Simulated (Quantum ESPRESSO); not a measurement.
**Run report: Co, workfunction calculation (part 3 of 3)**

The same run, continued: Co (slab, 7 atoms in the cell); Kohn-Sham DFT of a periodic cell, PBE, PseudoDojo 0.4.1 SR PBE standard, spin-polarised (Quantum ESPRESSO 7.5); cutoff 1306.15 eV, 12×12×1 k-mesh, fermi-dirac of 0.05 eV, collinear spins. The structure derives from an entry of the Crystallography Open Database.

Geometry of the input (Å; fractional positions):
```
2.5190  -0.0000  0.0000
-1.2595  2.1815  0.0000
0.0000  0.0000  27.2730
Co 0.6667  0.3333  0.2750
Co 0.3333  0.6667  0.3500
Co 0.6667  0.3333  0.4250
Co 0.3333  0.6667  0.5000
Co 0.6667  0.3333  0.5750
Co 0.3333  0.6667  0.6500
Co 0.6667  0.3333  0.7250
```

### Log, continued
```
   -86.7634 -86.7626 -86.7445 -86.7347 -86.7196 -86.6431 -86.6431 -50.0734
   -50.0621 -50.0318 -50.0016 -49.9787 -49.9664 -49.9446 -49.9307 -49.8994
   -49.8954 -49.8918 -49.8769 -49.8621 -49.8621 -49.8538 -49.8505 -49.8426
   -49.8246 -49.8242 -49.7716 -49.7715   0.6875   1.1113   1.8053   2.6567
     3.5313   4.1849   4.3535   5.0421   5.1929   5.4533   5.6061   5.6857
     5.7084   6.0371   6.1002   6.2391   6.3466   6.5381   6.5480   6.6403
     6.7907   6.8400   6.9301   7.0752   7.2498   7.4215   7.4284   7.5296
     7.5450   7.6626   7.6989   7.8108   7.8676   7.9323   8.1200   8.3110
     8.3275   8.4981   8.6055   8.9373   9.8282  10.9239  11.8831  13.8083
    14.2086  14.8993  16.2164  16.3838  18.5149  18.5575  20.1296

          k = 0.0000 0.6469 0.0000 ( 16073 PWs)   bands (ev):

   -86.7533 -86.7530 -86.7351 -86.7281 -86.7148 -86.6354 -86.6354 -50.0701
   -50.0695 -50.0546 -50.0520 -50.0216 -50.0120 -49.9846 -49.9492 -49.9162
   -49.9157 -49.9109 -49.8996 -49.8911 -49.8841 -49.8747 -49.8669 -49.8538
   -49.8289 -49.8288 -49.7848 -49.7848   1.9633   2.2824   2.7870   3.3658
     3.9174   4.3347   4.4426   4.7619   5.0052   5.2116   5.3339   5.4503
     5.5075   6.2789   6.2874   6.4257   6.4375   6.5785   6.6652   6.6915
     6.8344   6.8453   6.8790   7.1250   7.4533   7.7820   7.9386   7.9640
     8.0392   8.0853   8.1385   8.1464   8.2396   8.2598   8.3061   8.4156
     8.5446   8.5968   8.6446   9.4375  10.6391  12.0856  13.4861  14.9555
    15.6879  15.9236  17.0382  17.1001  17.7185  17.9164  17.9881

          k = 0.0000 0.8086 0.0000 ( 16025 PWs)   bands (ev):

   -86.7459 -86.7458 -86.7276 -86.7233 -86.7119 -86.6298 -86.6298 -50.1026
   -50.0977 -50.0894 -50.0810 -50.0476 -50.0166 -49.9993 -49.9641 -49.9374
   -49.9276 -49.9221 -49.9144 -49.9015 -49.8934 -49.8839 -49.8822 -49.8621
   -49.8308 -49.8308 -49.7946 -49.7946   3.0804   3.1921   3.4097   3.6942
     3.9814   4.2040   4.2730   4.6113   4.8811   5.0498   5.1608   5.2426
     5.3635   6.2875   6.4242   6.5352   6.6990   6.7170   6.7506   6.9727
     7.0754   7.0896   7.4981   7.5630   7.7766   7.9266   8.2958   8.3544
     8.4766   8.5021   8.5576   8.5629   8.5704   8.6203   8.6293   8.6793
     8.7045   8.8875   9.0258  10.0338  11.2440  12.4118  14.6743  14.6926
    15.6282  15.6981  16.2605  16.8600  17.1800  17.4445  17.8276

          k = 0.0000-0.9703 0.0000 ( 16044 PWs)   bands (ev):

   -86.7432 -86.7432 -86.7247 -86.7215 -86.7110 -86.6277 -86.6277 -50.1160
   -50.1108 -50.1032 -50.0943 -50.0613 -50.0146 -50.0056 -49.9661 -49.9403
   -49.9319 -49.9262 -49.9162 -49.9053 -49.8970 -49.8899 -49.8873 -49.8652
   -49.8315 -49.8313 -49.7981 -49.7981   3.4775   3.4925   3.6243   3.7913
     3.9850   4.1386   4.1646   4.5763   4.8616   5.0216   5.0876   5.1297
     5.3086   6.2460   6.4885   6.5135   6.7139   6.8051   6.8160   7.0695
     7.1778   7.3299   7.4993   7.9497   7.9516   8.3406   8.3983   8.6054
     8.6060   8.6264   8.6617   8.6869   8.7184   8.7526   8.8007   8.8008
     9.1344   9.4840   9.6943  10.2827  10.9507  11.3558  14.5517  14.5618
    15.3898  15.5298  15.9864  16.2897  16.8698  16.9062  18.6268

          k = 0.1400 0.2426 0.0000 ( 16121 PWs)   bands (ev):

   -86.7756 -86.7742 -86.7555 -86.7432 -86.7261 -86.6525 -86.6525 -50.1027
   -50.0758 -50.0172 -49.9526 -49.9111 -49.9031 -49.8895 -49.8895 -49.8766
   -49.8765 -49.8653 -49.8551 -49.8493 -49.8462 -49.8309 -49.8259 -49.8239
   -49.7852 -49.7850 -49.7559 -49.7559  -0.6061  -0.1313   0.6531   1.6351
     2.6624   3.4254   3.7288   5.5793   5.6214   5.8386   6.0284   6.0480
     6.0996   6.2431   6.2984   6.4346   6.4397   6.6308   6.6309   6.7414
     6.7441   6.7760   6.8461   6.8527   6.9272   6.9690   7.0538   7.0913
     7.1867   7.2805   7.4143   7.5891   7.6885   7.8693   8.0312   8.1080
     8.3253   8.4315   8.4738   8.5254   8.9433   9.5524  10.0724  12.5823
    12.8958  13.8727  15.2601  15.3933  17.3601  17.6011  20.0533

          k = 0.1400 0.4043 0.0000 ( 16127 PWs)   bands (ev):

   -86.7670 -86.7660 -86.7478 -86.7372 -86.7215 -86.6459 -86.6459 -50.0820
   -50.0645 -50.0233 -49.9824 -49.9573 -49.9438 -49.9299 -49.9194 -49.8940
   -49.8923 -49.8871 -49.8702 -49.8629 -49.8524 -49.8432 -49.8366 -49.8365
   -49.8196 -49.8188 -49.7695 -49.7695   0.2770   0.7220   1.4548   2.3654
     3.3163   4.0287   4.2403   5.1962   5.2951   5.5781   5.6918   5.7867
     5.7873   6.0402   6.0467   6.2557   6.2853   6.5123   6.5139   6.6455
     6.7299   6.9580   6.9654   7.0796   7.1501   7.1668   7.2661   7.4098
     7.4142   7.5226   7.6205   7.7284   7.8188   7.9163   8.1212   8.1771
     8.3672   8.4762   8.5675   8.8016   9.5771  10.5342  11.3615  13.4133
    13.7747  14.5766  15.9222  16.0181  18.1444  18.2540  20.8350

          k = 0.1400 0.5660 0.0000 ( 16106 PWs)   bands (ev):

   -86.7570 -86.7565 -86.7386 -86.7305 -86.7164 -86.6382 -86.6382 -50.0609
   -50.0603 -50.0462 -50.0279 -50.0068 -49.9925 -49.9706 -49.9416 -49.9142
   -49.9100 -49.9042 -49.8907 -49.8862 -49.8731 -49.8704 -49.8587 -49.8559
   -49.8272 -49.8270 -49.7850 -49.7850   1.4677   1.8440   2.4510   3.1729
     3.8871   4.4361   4.5605   4.8835   5.1225   5.3628   5.4206   5.5242
     5.5398   6.0084   6.0592   6.1851   6.2995   6.3882   6.5086   6.5699
     6.6585   6.8351   6.9250   7.1239   7.3726   7.5357   7.5536   7.7158
     7.7970   7.9459   8.0504   8.0993   8.2137   8.2230   8.3076   8.3780
     8.5525   8.5599   8.6236   9.2836  10.3685  11.6784  12.8660  14.5621
    15.0789  15.5531  16.8919  17.1054  18.6546  18.8242  19.1686

          k = 0.1400 0.7277 0.0000 ( 16054 PWs)   bands (ev):

   -86.7483 -86.7481 -86.7301 -86.7248 -86.7127 -86.6316 -86.6316 -50.0841
   -50.0810 -50.0700 -50.0648 -50.0314 -50.0191 -49.9920 -49.9576 -49.9324
   -49.9267 -49.9252 -49.9111 -49.9086 -49.8880 -49.8858 -49.8734 -49.8663
   -49.8295 -49.8295 -49.7984 -49.7984   2.7132   2.9366   3.2875   3.6859
     4.0636   4.3519   4.4543   4.7114   4.9811   5.1608   5.2503   5.3575
     5.3988   6.2456   6.2471   6.3673   6.4926   6.6367   6.6379   6.6909
     6.7964   6.8899   7.0039   7.1408   7.4540   7.8193   8.0174   8.0330
     8.0756   8.3155   8.4024   8.4084   8.5196   8.5666   8.5694   8.8503
     8.8596   8.8823   9.1416   9.9904  11.2500  12.7258  14.4798  15.0730
    16.0497  16.4560  16.7486  16.8487  17.3074  17.5033  18.2213

          k = 0.1400 0.8894 0.0000 ( 15997 PWs)   bands (ev):

   -86.7432 -86.7432 -86.7247 -86.7215 -86.7110 -86.6277 -86.6277 -50.1076
   -50.1027 -50.0949 -50.0867 -50.0541 -50.0113 -50.0011 -49.9656 -49.9418
   -49.9383 -49.9345 -49.9160 -49.9144 -49.8986 -49.8947 -49.8836 -49.8720
   -49.8305 -49.8304 -49.8062 -49.8062   3.5223   3.5337   3.6758   3.8791
     4.0915   4.2458   4.2906   4.6352   4.9176   5.0520   5.1432   5.2183
     5.3068   6.2249   6.3260   6.3941   6.5806   6.6517   6.8147   6.9217
     6.9750   7.1872   7.4922   7.4956   7.6138   7.9283   8.2736   8.3726
     8.3881   8.5467   8.5476   8.5813   8.6286   8.6659   8.6884   9.5122
     9.5140   9.6809   9.9276  10.6526  11.4238  11.9679  14.6913  14.6983
    15.5309  15.6743  16.1786  16.5007  16.9386  17.5086  18.5131

          k = 0.2801 0.4851 0.0000 ( 16087 PWs)   bands (ev):

   -86.7584 -86.7578 -86.7399 -86.7314 -86.7171 -86.6392 -86.6392 -50.0614
   -50.0580 -50.0382 -50.0154 -49.9976 -49.9815 -49.9658 -49.9368 -49.9136
   -49.9117 -49.9087 -49.8860 -49.8852 -49.8680 -49.8627 -49.8611 -49.8544
   -49.8264 -49.8261 -49.7888 -49.7888   1.2959   1.6909   2.3334   3.1104
     3.8997   4.5317   4.6738   4.9580   5.2146   5.3451   5.4508   5.5000
     5.5885   5.8245   5.8551   6.1313   6.1455   6.3440   6.3776   6.5408
     6.5594   6.9297   6.9639   7.1111   7.3139   7.3502   7.4306   7.6267
     7.6842   7.9270   8.0625   8.0999   8.2323   8.2589   8.3342   8.3373
     8.5699   8.5806   8.6186   9.2541  10.2955  11.5456  12.6617  14.3989
    14.8723  15.4224  16.7667  16.9632  19.1072  19.1100  20.2875

          k = 0.2801 0.6469 0.0000 ( 16049 PWs)   bands (ev):

   -86.7497 -86.7494 -86.7315 -86.7256 -86.7132 -86.6326 -86.6326 -50.0651
   -50.0635 -50.0523 -50.0475 -50.0214 -50.0194 -49.9840 -49.9522 -49.9362
   -49.9331 -49.9286 -49.9134 -49.9103 -49.8867 -49.8838 -49.8735 -49.8688
   -49.8287 -49.8286 -49.8095 -49.8094   2.5124   2.8043   3.2601   3.7665
     4.2198   4.5406   4.7660   4.9391   5.1474   5.2140   5.2728   5.4493
     5.4532   5.9384   5.9596   6.1026   6.1396   6.2164   6.3434   6.5312
     6.6059   6.7550   6.8385   7.0209   7.3120   7.6442   7.6467   7.7382
     7.8836   8.2405   8.4041   8.4079   8.4604   8.5728   8.6025   8.9280
     9.0051   9.0919   9.3191  10.0737  11.2905  12.7583  14.2193  15.5693
    16.3701  16.5610  17.4473  17.5819  18.1588  18.3874  18.4059

          k = 0.2801 0.8086 0.0000 ( 16016 PWs)   bands (ev):

   -86.7433 -86.7432 -86.7247 -86.7215 -86.7110 -86.6277 -86.6277 -50.0865
   -50.0835 -50.0734 -50.0700 -50.0408 -50.0073 -49.9932 -49.9694 -49.9555
   -49.9476 -49.9410 -49.9319 -49.9214 -49.9010 -49.8988 -49.8820 -49.8806
   -49.8301 -49.8299 -49.8245 -49.8245   3.5670   3.6721   3.8642   4.1015
     4.3243   4.4601   4.5658   4.7744   5.0589   5.1493   5.1689   5.3894
     5.4013   6.0247   6.0358   6.1774   6.2553   6.4153   6.5730   6.5830
     6.7556   6.7605   6.9315   7.1081   7.3726   7.7251   8.0410   8.0451
     8.0637   8.2826   8.4514   8.4777   8.5982   8.6887   8.6958   9.7818
     9.8552  10.0437  10.4548  11.2215  12.2602  13.2288  15.1418  15.1497
    15.9669  16.1405  16.6587  17.3178  17.6464  18.0997  18.3650

          k = 0.2801 0.9703 0.0000 ( 16004 PWs)   bands (ev):

   -86.7409 -86.7409 -86.7219 -86.7201 -86.7105 -86.6260 -86.6260 -50.0961
   -50.0918 -50.0841 -50.0772 -50.0459 -50.0012 -49.9971 -49.9781 -49.9617
   -49.9574 -49.9411 -49.9358 -49.9192 -49.9098 -49.9068 -49.8863 -49.8838
   -49.8316 -49.8315 -49.8290 -49.8289   3.9193   3.9223   4.0622   4.2068
     4.3746   4.4590   4.5089   4.7773   5.0288   5.0687   5.1236   5.3540
     5.3781   5.9888   6.0271   6.1490   6.3349   6.4090   6.5826   6.6174
     6.9619   6.9712   7.0361   7.2161   7.4679   7.7936   8.1476   8.2832
     8.2891   8.4035   8.4409   8.4622   8.5394   8.6238   8.6296  10.6598
    10.7354  10.9368  11.2661  11.6298  11.8757  12.0020  14.8727  14.9175
    15.6228  15.8801  16.3670  16.8540  17.3841  17.7219  18.0933

          k = 0.4201 0.7277 0.0000 ( 16035 PWs)   bands (ev):

   -86.7433 -86.7432 -86.7247 -86.7215 -86.7110 -86.6277 -86.6277 -50.0714
   -50.0697 -50.0629 -50.0537 -50.0419 -50.0091 -49.9898 -49.9705 -49.9629
   -49.9547 -49.9526 -49.9340 -49.9249 -49.9049 -49.8946 -49.8816 -49.8810
   -49.8394 -49.8393 -49.8276 -49.8274   3.5935   3.7637   4.0095   4.2419
     4.4115   4.5283   4.8617   4.9319   4.9861   5.1537   5.2287   5.4646
     5.5319   5.8442   5.9468   6.0370   6.0858   6.2101   6.2568   6.3556
     6.6519   6.6739   6.8569   6.9599   7.2256   7.6129   7.8459   7.8951
     7.9614   8.2442   8.4119   8.4731   8.6044   8.7014   8.7055   9.8420
     9.9684  10.2030  10.6387  11.4454  12.6165  13.9973  15.7911  16.0810
    16.1192  16.5360  17.0605  17.2281  17.5670  17.7879  17.9697

          k = 0.4201 0.8894 0.0000 ( 15986 PWs)   bands (ev):

   -86.7396 -86.7396 -86.7202 -86.7192 -86.7103 -86.6249 -86.6249 -50.0738
   -50.0723 -50.0615 -50.0614 -50.0371 -50.0080 -50.0010 -49.9877 -49.9862
   -49.9666 -49.9653 -49.9391 -49.9315 -49.9080 -49.9057 -49.8882 -49.8881
   -49.8581 -49.8581 -49.8284 -49.8284   4.2784   4.3195   4.4250   4.5257
     4.6300   4.6368   4.7193   4.8721   4.9462   5.1105   5.1638   5.4029
     5.5217   5.7161   5.8518   5.9820   6.0559   6.1739   6.4634   6.4671
     6.5492   6.5509   7.0437   7.1083   7.2974   7.6295   8.0194   8.1160
     8.1214   8.2693   8.3760   8.4080   8.5112   8.5903   8.5923  11.1124
    11.3391  11.7094  12.2045  12.7738  13.1467  13.2106  15.1982  15.2041
    15.3461  15.7517  16.2894  16.4526  16.9817  17.5518  17.6738

          k = 0.5602 0.9703 0.0000 ( 15942 PWs)   bands (ev):

   -86.7382 -86.7382 -86.7184 -86.7184 -86.7102 -86.6239 -86.6239 -50.0595
   -50.0586 -50.0447 -50.0433 -50.0391 -50.0350 -50.0125 -50.0098 -49.9866
   -49.9798 -49.9604 -49.9602 -49.9245 -49.8996 -49.8992 -49.8992 -49.8912
   -49.8790 -49.8748 -49.8284 -49.8281   4.6314   4.6823   4.7023   4.7495
     4.7959   4.8574   4.8624   4.8815   4.9064   4.9394   4.9404   5.2787
     5.3164   5.7864   5.8667   5.9222   6.0506   6.0583   6.3282   6.3292
     6.4998   6.5013   7.1242   7.1330   7.2778   7.5959   7.9969   8.1774
     8.1836   8.3294   8.3383   8.3770   8.3783   8.4536   8.4572  12.6596
    13.1933  13.2039  13.2156  13.2851  13.3465  13.4090  13.8115  13.8266
    13.9951  14.9623  16.0698  16.6652  16.7522  17.3032  17.5058

     the Fermi energy is     7.4078 ev

!    total energy              =   -2142.40588900 Ry
     estimated scf accuracy    <          2.9E-09 Ry
     smearing contrib. (-TS)   =      -0.00428802 Ry
     internal energy E=F+TS    =   -2142.40160097 Ry

     The total energy is F=E-TS. E is the sum of the following terms:
     one-electron contribution =  -18782.15818767 Ry
     hartree contribution      =    9425.97100077 Ry
     xc contribution           =    -392.25133486 Ry
     ewald contribution        =    7606.03692079 Ry

     total magnetization       =    12.13 Bohr mag/cell
     absolute magnetization    =    13.39 Bohr mag/cell

     convergence has been achieved in  22 iterations

     Forces acting on atoms (cartesian axes, Ry/au):

     atom    1 type  1   force =     0.00000000    0.00000000    0.02056697
     atom    2 type  1   force =     0.00000000    0.00000000   -0.01493804
     atom    3 type  1   force =     0.00000000   -0.00000000    0.00426989
     atom    4 type  1   force =     0.00000000   -0.00000000    0.00000000
     atom    5 type  1   force =     0.00000000    0.00000000   -0.00426989
     atom    6 type  1   force =     0.00000000    0.00000000    0.01493804
     atom    7 type  1   force =     0.00000000    0.00000000   -0.02056697

     Total force =     0.036452     Total SCF correction =     0.000318

=------------------------------------------------------------------------------=
   JOB DONE.
=------------------------------------------------------------------------------=
```

### File pp_density.out
```
This program is part of the open-source Quantum ESPRESSO suite
     for quantum simulation of materials; please cite
         "P. Giannozzi et al., J. Phys.:Condens. Matter 21 395502 (2009);
         "P. Giannozzi et al., J. Phys.:Condens. Matter 29 465901 (2017);
         "P. Giannozzi et al., J. Chem. Phys. 152 154105 (2020);
          URL
     in publications or presentations arising from this work. More details at

     ./tmp/pwscf.save/

     IMPORTANT: XC functional enforced from input :
     Exchange-correlation= PBE
                           (   1   4   3   4   0   0   0)
     Any further DFT definition will be discarded
     Please, verify this is what you really want

     G-vector sticks info
     --------------------
     sticks:   dense  smooth     PW     G-vecs:    dense   smooth      PW
     Sum         595     595    187               128595   128595   20629

     Using Slab Decomposition

     Calling punch_plot, plot_num =   0
     Writing data to file  density.dat
     Reading data from file  density.dat

     Writing data to be plotted to file density.cube
     Plot Type: 3D                     Output format: Gaussian cube

=------------------------------------------------------------------------------=
   JOB DONE.
=------------------------------------------------------------------------------=
```

### File pp_elf.out
```
This program is part of the open-source Quantum ESPRESSO suite
     for quantum simulation of materials; please cite
         "P. Giannozzi et al., J. Phys.:Condens. Matter 21 395502 (2009);
         "P. Giannozzi et al., J. Phys.:Condens. Matter 29 465901 (2017);
         "P. Giannozzi et al., J. Chem. Phys. 152 154105 (2020);
          URL
     in publications or presentations arising from this work. More details at

     ./tmp/pwscf.save/

     IMPORTANT: XC functional enforced from input :
     Exchange-correlation= PBE
                           (   1   4   3   4   0   0   0)
     Any further DFT definition will be discarded
     Please, verify this is what you really want

     G-vector sticks info
     --------------------
     sticks:   dense  smooth     PW     G-vecs:    dense   smooth      PW
     Sum         595     595    187               128595   128595   20629

     Using Slab Decomposition

     Calling punch_plot, plot_num =   8
     Message from routine do_elf_kin:
     elf/kin + US not fully implemented
     Writing data to file  elf.dat
     Reading data from file  elf.dat

     Writing data to be plotted to file elf.cube
     Plot Type: 3D                     Output format: Gaussian cube

=------------------------------------------------------------------------------=
   JOB DONE.
=------------------------------------------------------------------------------=
```

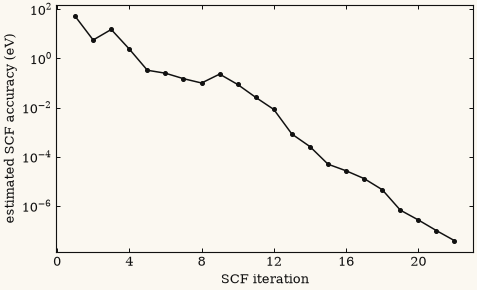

Figure 1. Convergence of the self-consistent field: estimated SCF accuracy against the iteration. The field takes 22 iterations in all.

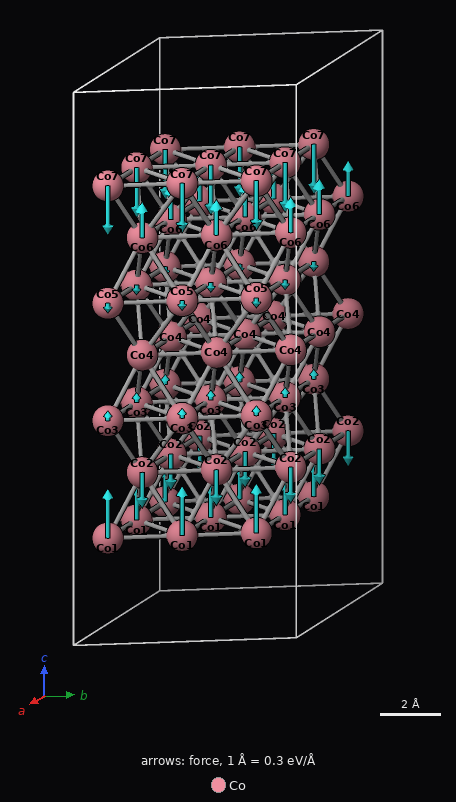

Figure 2. Forces on the atoms as teal arrows (ball-and-stick view of the 3 × 3 repeat of the cell, with the vacuum cut short, seen slightly off an axis; atoms are numbered from 1 in the order of the input). The largest act on Co1, Co7 (0.53 eV/Å); Co2, Co6 (0.38 eV/Å). The geometry is not a stationary point of this energy.
